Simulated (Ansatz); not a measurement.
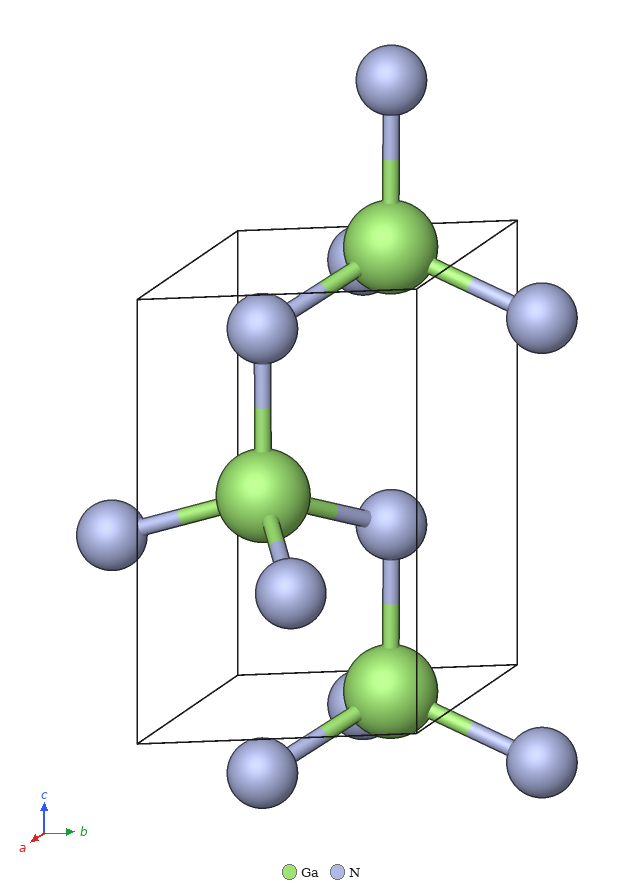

A ball-and-stick picture of a crystal structure, seen slightly off an axis. The lines enclose the unit cell; boundary atoms appear with their images. Some atoms of the next cells are drawn as well.

GaN, a = 3.12 Å, b = 3.18 Å, c = 5.20 Å, α = 90.00°, β = 90.00°, γ = 119.38°.

The calculation used DFT r2SCAN, scalar-relativistic, plane waves, PAW (Ansatz 0.2.0), with an energy cutoff of 500 eV, 12×12×6 k-mesh, Gaussian smearing of 0.02 eV, no spin polarisation.

### What is the band gap, if any?

A semiconductor at this level, with a gap of 2.30 eV.

### Give the pressure and its sign.

The computed pressure is 2.1 GPa (compressed: it would expand). The stress isn't hydrostatic: its largest component is 6.4 GPa.

The structure was taken from a structure listed in the Materials Project. The cell was then strained or its atoms displaced on purpose. Ansatz was used for an electronic-structure calculation on it.
